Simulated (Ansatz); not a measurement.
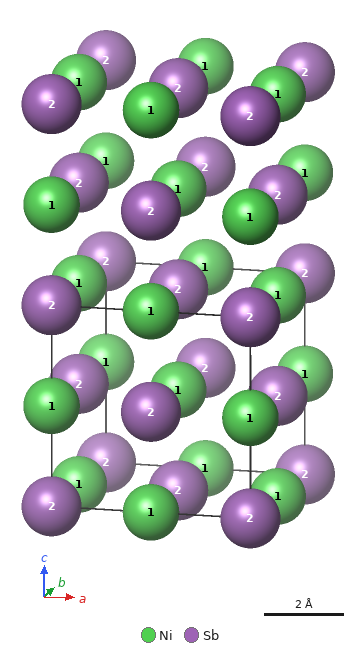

The starting point is crystalline NiSb (built on the rocksalt type). A spheres-only model of the conventional cell (4 times the calculation's cell), repeated 1 × 1 × 2 with one cell outlined, seen slightly off an axis. Lengths and directions refer to the drawn axes.

Computed with Ansatz 0.2.0, DFT PBE, scalar-relativistic, plane waves, PAW. (plane-wave cutoff 420 eV; k-point mesh 12 × 12 × 12; occupations gaussian; smearing width 0.05 eV; collinear spin)

Now this is done to it. The cell is strained by +1.0 % along [1 1 0], −1.0 % along [1 −1 0], none along the third axis (volume 0.0 %), the atoms keeping their fractional coordinates. No relaxation follows.

> What does the calculation give for the changed structure?

The space group (tolerance 0.01 Å) goes from Fm-3m (No. 225) to Immm (No. 71). The energy changes by less than 1 meV per atom. Pressure: 0.0 GPa before, 0.0 GPa after. The principal stresses (compression positive) are 0.1 GPa along [1 −1 0] and −0.1 GPa across it. All forces vanish by symmetry.
